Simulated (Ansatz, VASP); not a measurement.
## InSb: VASP beside Ansatz

One calculation is typed for both programs; each brings its own data sets and cutoff. How far apart do they land?

Program: Ansatz 0.2.0. Level of theory: plane waves, with VASP 6.6.1 beside it; relaxation of cell and atoms at PBEsol, spin-orbit coupling. Results are calculated unless marked as measured.

### 1. Starting point

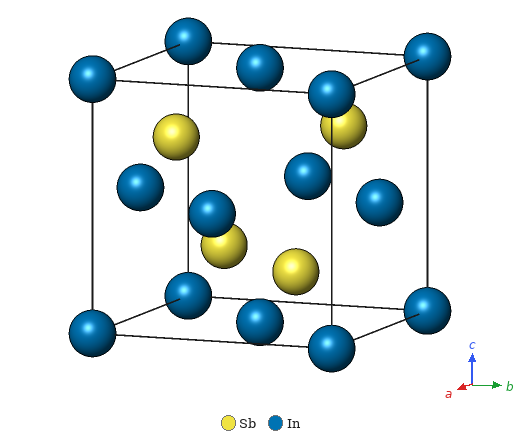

Start, viewed slightly off an axis; antimony yellow, indium blue. This picture shows the conventional cell, with its axes. Some periodic images of atoms are drawn too.

Coordinates:

```xyz
2
Lattice="0.0000 3.2712 3.2712 3.2712 0.0000 3.2712 3.2712 3.2712 0.0000" Properties=species:S:1:pos:R:3 pbc="T T T"
Sb    4.9068    4.9068    4.9068
In    0.0000    0.0000    0.0000
```

### 2. VASP: relaxation of cell and atoms, PBEsol, spin-orbit coupling

The relaxed volume is the usual yardstick between codes: its relative difference is about their pressure difference at one cell divided by the bulk modulus.

Lines of VASP's logs that name or quote its potential files are left out, and so is its time.

INCAR reads:

```
SYSTEM = InSb
PREC = Accurate
ENCUT = 450
EDIFF = 1E-06
NELM = 100
ISMEAR = 0
SIGMA = 0.05
LREAL = .FALSE.
ALGO = Normal
GGA = PS
LNONCOLLINEAR = .TRUE.
MAGMOM = 0 0 0 0 0 0
NBANDS = 30
GGA_COMPAT = .FALSE.
LASPH = .TRUE.
LSORBIT = .TRUE.
LORBIT = 11
LWAVE = .FALSE.
LCHARG = .FALSE.
KPAR = 8
IBRION = 2
NSW = 50
ISIF = 3
EDIFFG = -0.006
```

POSCAR reads:

```
InSb
1.0
    0.0000000000      3.2711723829      3.2711723829
    3.2711723829      0.0000000000      3.2711723829
    3.2711723829      3.2711723829      0.0000000000
Sb In
1 1
Direct
    0.7500000000      0.7500000000      0.7500000000
    0.0000000000      0.0000000000      0.0000000000
```

KPOINTS reads:

```
Automatic mesh
0
Gamma
8 8 8
0 0 0
```

Potentials, in the order of the species: Sb and In_d (PBE family, release 64).

The run is started by

```console
mpirun -np 8 vasp_ncl
```

Numbers of over 12 decimals in the logs are rounded to 6 here.

The program printed:

```text
[banner, memory and clock lines left out]
running    8 mpi-ranks, on    1 nodes
 distrk:  each k-point on    1 cores,    8 groups
 distr:  one band on    1 cores,    1 groups

 POSCAR found type information on POSCAR SbIn
 POSCAR found :  2 types and       2 ions
|                                                                             |
|           W    W    AA    RRRRR   N    N  II  N    N   GGGG   !!!           |
|           W    W   A  A   R    R  NN   N  II  NN   N  G    G  !!!           |
|           W    W  A    A  R    R  N N  N  II  N N  N  G       !!!           |
|           W WW W  AAAAAA  RRRRR   N  N N  II  N  N N  G  GGG   !            |
|           WW  WW  A    A  R   R   N   NN  II  N   NN  G    G                |
|           W    W  A    A  R    R  N    N  II  N    N   GGGG   !!!           |
|                                                                             |
|     For optimal performance we recommend to set                             |
|       NCORE = 2 up to number-of-cores-per-socket                            |
|     NCORE specifies how many cores store one orbital (NPAR=cpu/NCORE).      |
|     This setting can greatly improve the performance of VASP for DFT.       |
|     The default, NCORE=1 might be grossly inefficient on modern             |
|     multi-core architectures or massively parallel machines. Do your        |
|     Unfortunately you need to use the default for GW and RPA                |
|     calculations (for HF NCORE is supported but not extensively tested      |
|     yet).                                                                   |
|                                                                             |

|                                                                             |
|               ----> ADVICE to this user running VASP <----                  |
|                                                                             |
|     You enforced a specific xc type in the INCAR file but a different       |
|     [... a line on the potential file left out ...]
|     I HOPE YOU KNOW WHAT YOU ARE DOING!                                     |
|                                                                             |

 LDA part: xc-table for (Slater+PW92), standard interpolation
 POSCAR, INCAR and KPOINTS ok, starting setup
 FFT: planning ... GRIDC
 FFT: planning ... GRID_SOFT
 FFT: planning ... GRID
 WAVECAR not read
 entering main loop
       N       E                     dE             d eps       ncg     rms          rms(c)
DAV:   1     0.142086366899E+03    0.14209E+03   -0.69429E+03  2580   0.108E+03
DAV:   2     0.564733424305E+01   -0.13644E+03   -0.13133E+03  2664   0.310E+02
DAV:   3    -0.738128380214E+01   -0.13029E+02   -0.12865E+02  3164   0.110E+02
DAV:   4    -0.790607055574E+01   -0.52479E+00   -0.52402E+00  3070   0.245E+01
DAV:   5    -0.793936367483E+01   -0.33293E-01   -0.33290E-01  3916   0.546E+00    0.421E+00
DAV:   6    -0.781922127081E+01    0.12014E+00   -0.16619E-01  3704   0.727E+00    0.236E+00
DAV:   7    -0.779877123779E+01    0.20450E-01   -0.71102E-02  4036   0.249E+00    0.130E+00
DAV:   8    -0.779761258087E+01    0.11587E-02   -0.33922E-03  3124   0.454E-01    0.523E-01
DAV:   9    -0.779753300838E+01    0.79572E-04   -0.25406E-03  3584   0.678E-01    0.149E-01
DAV:  10    -0.779769662433E+01   -0.16362E-03   -0.26971E-04  3164   0.236E-01    0.491E-02
DAV:  11    -0.779777093943E+01   -0.74315E-04   -0.89852E-05  3230   0.670E-02    0.247E-02
DAV:  12    -0.779777069897E+01    0.24046E-06   -0.24568E-06  3022   0.147E-02
   1 F= -.77977707E+01 E0= -.77977156E+01  d E =-.779777E+01  mag=    -0.0000     0.0000     0.0000
 curvature:   0.00 expect dE= 0.000E+00 dE for cont linesearch  0.000E+00
 trial: gam= 0.00000 g(F)=  0.220E-47 g(S)=  0.197E-02 ort = 0.000E+00 (trialstep = 0.100E+01)
 search vector abs. value=  0.197E-02
 bond charge predicted
       N       E                     dE             d eps       ncg     rms          rms(c)
DAV:   1    -0.782186947198E+01   -0.24099E-01   -0.55981E-01  3364   0.133E+01    0.930E-01
DAV:   2    -0.780178771928E+01    0.20082E-01   -0.42590E-02  3314   0.440E+00    0.347E-01
DAV:   3    -0.779848565049E+01    0.33021E-02   -0.94748E-03  3712   0.183E+00    0.147E-01
DAV:   4    -0.779842978153E+01    0.55869E-04   -0.50161E-04  3020   0.215E-01    0.110E-01
DAV:   5    -0.779838993320E+01    0.39848E-04   -0.44713E-05  3262   0.544E-02    0.513E-02
DAV:   6    -0.779838653885E+01    0.33943E-05   -0.76155E-06  3472   0.233E-02    0.149E-02
DAV:   7    -0.779838743416E+01   -0.89531E-06   -0.22670E-06  2574   0.155E-02
   2 F= -.77983874E+01 E0= -.77983323E+01  d E =-.616735E-03  mag=    -0.0000    -0.0000     0.0000
 trial-energy change:   -0.000617  1 .order   -0.000660   -0.001969    0.000650
 step:   0.7327(harm=  0.7519)  dis= 0.00000  next Energy=    -7.798475 (dE=-0.704E-03)
 bond charge predicted
       N       E                     dE             d eps       ncg     rms          rms(c)
DAV:   1    -0.780014985559E+01   -0.17633E-02   -0.40634E-02  3370   0.365E+00    0.245E-01
DAV:   2    -0.779873748048E+01    0.14124E-02   -0.29669E-03  3308   0.114E+00    0.932E-02
DAV:   3    -0.779849149006E+01    0.24599E-03   -0.70549E-04  3712   0.502E-01    0.387E-02
DAV:   4    -0.779848555884E+01    0.59312E-05   -0.36774E-05  3022   0.593E-02    0.286E-02
DAV:   5    -0.779847996129E+01    0.55976E-05   -0.31112E-06  2878   0.145E-02    0.144E-02
DAV:   6    -0.779847861612E+01    0.13452E-05   -0.49619E-07  1858   0.832E-03    0.407E-03
DAV:   7    -0.779847798770E+01    0.62842E-06   -0.38766E-07  1614   0.568E-03
   3 F= -.77984780E+01 E0= -.77984229E+01  d E =-.707289E-03  mag=    -0.0000     0.0000     0.0000
 curvature:  -0.37 expect dE=-0.828E-08 dE for cont linesearch -0.828E-08
 trial: gam= 0.00000 g(F)=  0.534E-46 g(S)=  0.222E-07 ort =-0.661E-05 (trialstep = 0.947E+00)
 search vector abs. value=  0.223E-07
 reached required accuracy - stopping structural energy minimisation
```

From OUTCAR (step 2):

```text
ion  position               nearest neighbor table
   1  0.750  0.750  0.750-   2 2.83   2 2.83   2 2.83   2 2.83
   2  0.000  0.000  0.000-   1 2.83   1 2.83   1 2.83   1 2.83

  LATTYP: Found a face centered cubic cell.
 ALAT       =     6.5423447658

 Subroutine GETGRP returns: Found 24 space group operations
 (whereof 24 operations were pure point group operations)

The static configuration has the point symmetry T_d .

 Found     43 irreducible k-points:

   k-points           NKPTS =     43   k-points in BZ     NKDIM =     43   number of bands    NBANDS=     30

   dimension x,y,z NGX =    32 NGY =   32 NGZ =   32
   dimension x,y,z NGXF=    64 NGYF=   64 NGZF=   64

   ENCUT  =  450.0 eV  33.07 Ry    5.75 a.u.   8.00  8.00  8.00*2*pi/ulx,y,z

   NELECT =      18.0000    total number of electrons

 k-points in reciprocal lattice and weights: Automatic mesh
   0.00000000  0.00000000  0.00000000       0.002
   0.12500000  0.00000000  0.00000000       0.008
  -0.12500000  0.00000000  0.00000000       0.008
   0.25000000  0.00000000  0.00000000       0.008
  -0.25000000  0.00000000  0.00000000       0.008
   0.37500000  0.00000000  0.00000000       0.008
  -0.37500000  0.00000000  0.00000000       0.008
   0.50000000  0.00000000  0.00000000       0.008
   0.12500000  0.12500000  0.00000000       0.012
[...]
-0.37500000  0.50000000  0.12500000       0.023
  -0.25000000  0.50000000  0.25000000       0.012

 average (electrostatic) potential at core
       1 -87.2490       2 -96.2822

 E-fermi :   4.9861

 k-point     1 :       0.0000    0.0000    0.0000
  band No.  band energies     occupation
    ...
     12      -5.8644      1.00000
     13       4.2664      1.00000
     14       4.2664      1.00000
     15       4.3790      1.00000
     16       4.3790      1.00000
     17       4.9861      0.50000
     18       4.9861      0.50000
     19       4.9861      0.50000
     20       4.9861      0.50000
     21       7.4043      0.00000
    ...

 k-point     2 :       0.1250    0.0000    0.0000
  band No.  band energies     occupation
    ...
     14       2.8193      1.00000
     15       4.2977      1.00000
     16       4.2977      1.00000
     17       4.7729      1.00000
     18       4.7791      1.00000
     19       5.5932      0.00000
     20       5.5932      0.00000
     21       7.7960      0.00000
     22       7.7960      0.00000
     23       8.0524      0.00000
    ...

 k-point     3 :      -0.1250    0.0000    0.0000
  band No.  band energies     occupation
    ...
     14       2.8193      1.00000
     15       4.2977      1.00000
     16       4.2977      1.00000
     17       4.7729      1.00000
     18       4.7791      1.00000
     19       5.5932      0.00000
     20       5.5932      0.00000
     21       7.7960      0.00000
     22       7.7960      0.00000
     23       8.0524      0.00000
    ...

  Total        0.0005535      0.0005535      0.0005535     -0.0000000      0.0000000     -0.0000000
  in kB        0.0127782      0.0127782      0.0127782     -0.0000000      0.0000000     -0.0000000
  external PRESSURE =       0.0127782 kB  Pullay stress =       0.0000000 kB

  energy-cutoff  :      450.00
  volume of cell :       69.40
      direct lattice vectors                 reciprocal lattice vectors
     0.000000000  3.261636546  3.261636546    -0.153297277  0.153297277  0.153297277
     3.261636546  0.000000000  3.261636546     0.153297277 -0.153297277  0.153297277
     3.261636546  3.261636546  0.000000000     0.153297277  0.153297277 -0.153297277

 POSITION                                       TOTAL-FORCE (eV/Angst)
 -----------------------------------------------------------------------------------
      4.89245      4.89245      4.89245        -0.000000     -0.000000     -0.000000
      0.00000      0.00000      0.00000         0.000000      0.000000      0.000000
 -----------------------------------------------------------------------------------
    total drift:                                0.000000      0.000000      0.000000

  FREE ENERGIE OF THE ION-ELECTRON SYSTEM (eV)
  ---------------------------------------------------
  free  energy   TOTEN  =        -7.7984779877 eV

  energy  without entropy=       -7.7983677944  energy(sigma->0) =       -7.79842289

 reached required accuracy - stopping structural energy minimisation

 Spin-Orbit-Coupling matrix elements
 Ion:    1  E_soc:     -0.1311293
 Ion:    2  E_soc:     -0.0758284

 total charge
# of ion       s       p       d       tot
------------------------------------------
    1        1.140   1.320   0.019   2.479
    2        0.872   0.700   9.864  11.436
--------------------------------------------------
tot          2.013   2.019   9.883  13.915

 magnetization (x)
# of ion       s       p       d       tot
------------------------------------------
    1        0.000   0.000   0.000   0.000
    2       -0.000   0.000  -0.000   0.000
--------------------------------------------------
tot         -0.000   0.000  -0.000   0.000

 magnetization (y)
# of ion       s       p       d       tot
------------------------------------------
    1        0.000   0.000   0.000   0.000
    2       -0.000   0.000   0.000  -0.000
--------------------------------------------------
tot         -0.000   0.000   0.000  -0.000

 magnetization (z)
# of ion       s       p       d       tot
------------------------------------------
    1        0.000   0.000   0.000   0.000
    2       -0.000   0.000  -0.000   0.000
--------------------------------------------------
tot         -0.000   0.000   0.000   0.000

[... 3 further parts left out ...]
```

CONTCAR:

```
InSb
   1.00000000000000
     0.0000000000000000    3.2616365456568168    3.2616365456568168
     3.2616365456568168    0.0000000000000000    3.2616365456568168
     3.2616365456568168    3.2616365456568168    0.0000000000000000
  Sb              In
     1     1
Direct
     0.7500000000000000    0.7500000000000000    0.7500000000000000
     0.0000000000000000    0.0000000000000000    0.0000000000000000
```

[end of part 1 of 2]

[Lines on the potential files, build, host, timing and source positions are cut from VASP's logs without a mark.]

[Logs are printed without paths, hosts, clocks, repeated set-up lines and the standing remarks that a program may print on its own settings, such as how far it seeks lower states.]

[Hosts, paths, dates, database ids (printed as entryN), source tags and the programs' standing remarks are cut or masked in the printed files.]
